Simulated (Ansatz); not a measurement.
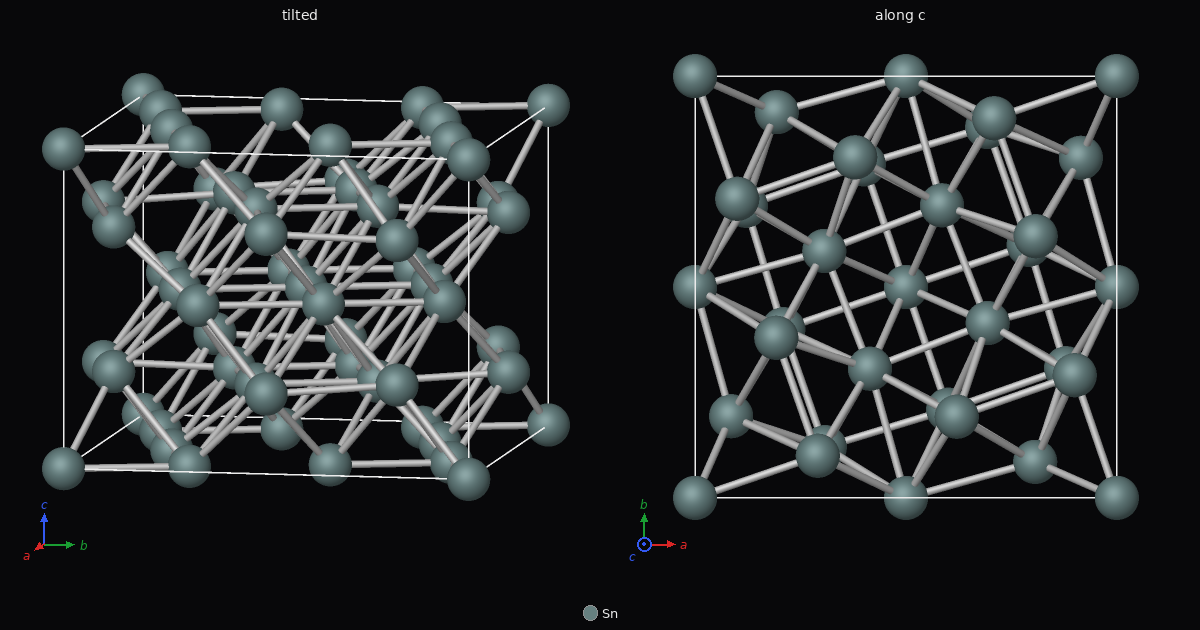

View slightly off an axis and along the c axis, drawn as a ball-and-stick model. Atoms at the boundary of the conventional unit cell (the box) are drawn once for each face, edge or corner they touch. Cell: a = 11.096 Å, b = 11.096 Å, c = 8.670 Å, α = 90.00°, β = 90.00°, γ = 90.00°.

Summary of the structure:

The element is tin. It is body-centred tetragonal, space group I4/m (No. 87). The cell holds 38 atoms. The numbers of neighbours within bonding distance are Sn 10 to 12 (mean 10.5).

The initial geometry was a structure listed in the Materials Project. The atoms were relaxed in a fixed cell with Ansatz 0.2.0, DFT PBE+D3(BJ), scalar-relativistic, plane waves, PAW.
